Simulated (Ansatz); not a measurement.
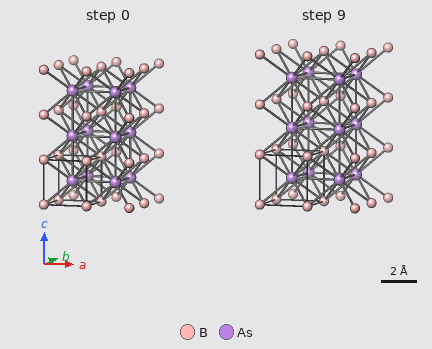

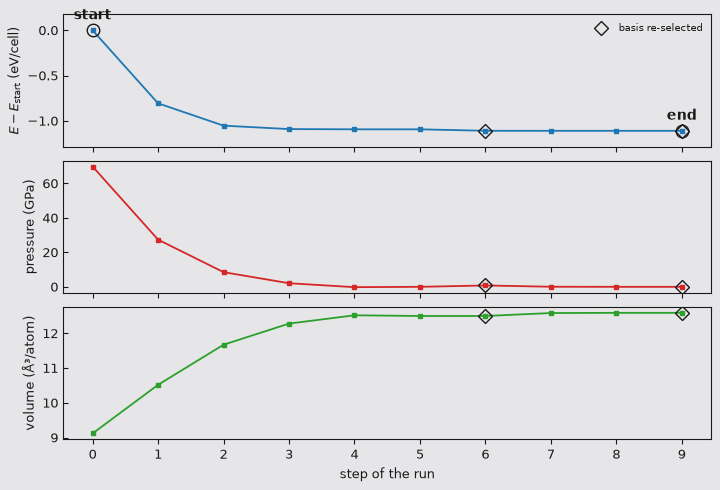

First and last geometry of a relaxation of solid BAs (built on the CsCl type), with the history of the run. The picture is a ball-and-stick view of the cell of the calculation, repeated 2 × 2 × 3 with one cell outlined, seen slightly off an axis.

Level of theory: DFT, PBE, plane waves, PAW (Ansatz). (plane-wave cutoff 420 eV; k-point mesh 8 × 8 × 8; occupations fermi dirac; smearing width 0.02 eV; no spin polarisation; cell and atoms relaxed; force threshold 0.005 eV/Å)

**Did the run converge, and what did it change?**

It converged. Over 7 accepted moves (9 points after the start) the energy falls by 1.110 eV per cell of the calculation. All forces vanish by symmetry, so only the cell relaxes. Pressure: 69.77 GPa at the start and 0.00 GPa at the end. At 2 points the geometry stayed and the basis and grid were re-selected for the new cell (energy shift of 16.2 meV per cell of the calculation at most each time). No atom moves by more than 0.005 Å relative to the cell. Cell: a = b = c 2.632 → 2.931 Å (+11.3 %). Volume +38.0 %. Among the contacts that change: As–As 2.632 → 2.931 Å, As–B 2.280 → 2.538 Å. The space group stays Pm-3m (No. 221). The run took roughly 9 core-seconds on a shared host.

```
step  E − E(0), meV/atom  pressure, GPa  volume, Å³/atom                      note
   0                0.00          69.77            9.120                          
   1             -403.09          27.37           10.520                          
   2             -526.37           8.52           11.673                          
   3             -545.29           2.09           12.280                          
   4             -546.56          -0.19           12.519                          
   5             -546.58           0.00           12.499                          
   6             -554.70           0.80           12.499  same geometry, new basis
   7             -554.87           0.05           12.584                          
   8             -554.87           0.00           12.590                          
   9             -554.93           0.00           12.590  same geometry, new basis
```
